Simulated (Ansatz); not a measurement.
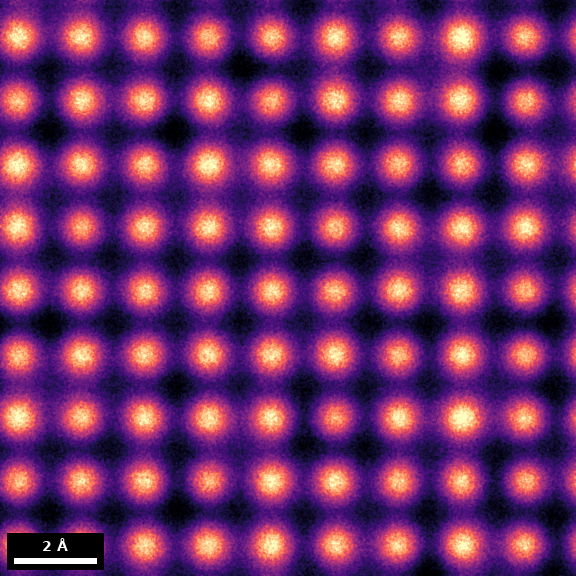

Dark-field STEM-like image of C (Fm-3m, No. 225). Simulation: incoherent imaging, intensity Z^1.7 per atom, probe width 0.86 Å, thin sample. The probe carries 15 % of its weight in a tail 2.5 times as wide. Shot noise and the speckle of an amorphous layer were added. Model: the geometry relaxed with Ansatz, DFT PBE, scalar-relativistic, plane waves, PAW; the starting structure was generated, so it need not be a known form of this composition.

```
C
1.0
     3.08312    0.00000    0.00000
     0.00000    3.08312    0.00000
     0.00000    0.00000    3.08312
C
4
Direct
  0.00000 0.00000 0.00000
  0.00000 0.50000 0.50000
  0.50000 0.00000 0.50000
  0.50000 0.50000 0.00000
```

Along which zone axis is the crystal seen: [001], [110], [211] or [210]? (Directions equivalent by symmetry count as one.)

[001]. The projected cells are 1.54 × 1.54 Å, 90° for [001]; 1.89 × 1.89 Å, 109° for [110]; 1.09 × 1.78 Å, 90° for [211]; 0.69 × 1.54 Å, 90° for [210], and the image repeats as the [001] one does.
